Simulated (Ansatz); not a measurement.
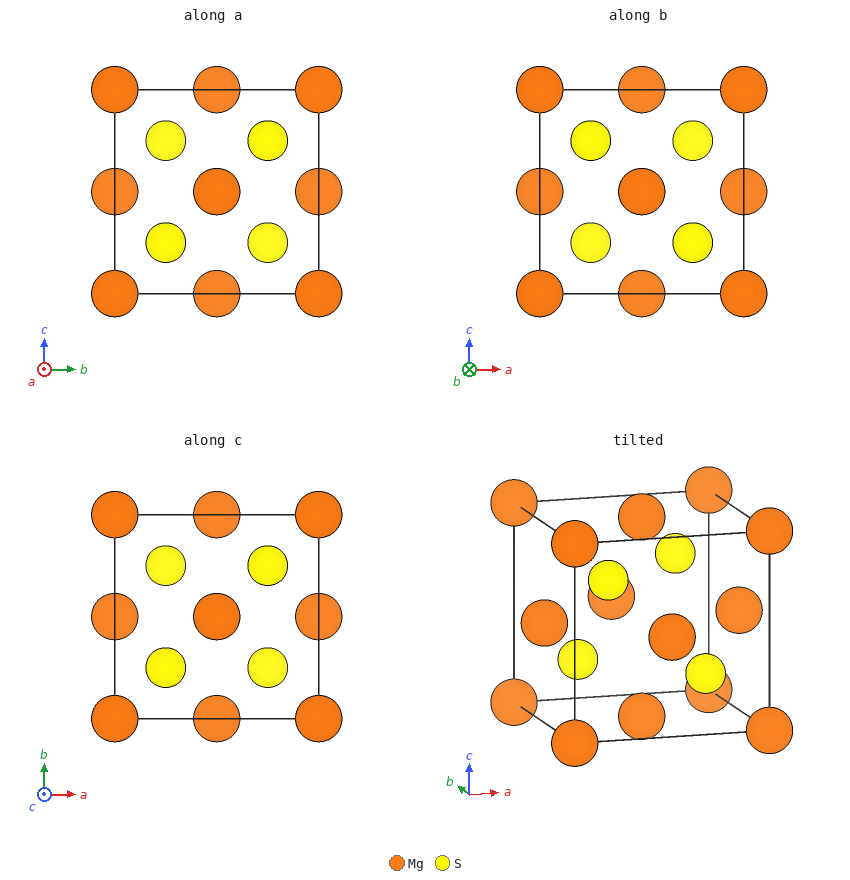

Crystal structure, spheres-only style, seen along the a axis, along the b axis, along the c axis and slightly off an axis. The conventional unit cell is drawn as a box.

Lattice parameters: a = 5.6618 Å, b = 5.6618 Å, c = 5.6618 Å, α = 90.000°, β = 90.000°, γ = 90.000°.

Convert the drawing into a CIF with its space group and independent sites.

Answer.
```cif
data_structure
_symmetry_space_group_name_H-M 'F -4 3 m'
_symmetry_Int_Tables_number 216
_cell_length_a 5.6618
_cell_length_b 5.6618
_cell_length_c 5.6618
_cell_angle_alpha 90.000
_cell_angle_beta 90.000
_cell_angle_gamma 90.000
_cell_volume 181.49
loop_
_atom_site_label
_atom_site_type_symbol
_atom_site_symmetry_multiplicity
_atom_site_Wyckoff_symbol
_atom_site_fract_x
_atom_site_fract_y
_atom_site_fract_z
_atom_site_occupancy
Mg1 Mg 4 a 0.0000 0.0000 0.0000 1
S1 S 4 d 0.2500 0.2500 0.7500 1
```

The initial geometry was a structure type filled with these elements by a generator (whether the compound takes this form wasn't checked). Earlier steps of the study, as a rule a relaxation of our own, may have changed the cell and positions, so they can lie some per cent off the listed ones. An electronic-structure calculation with Ansatz was run on it.
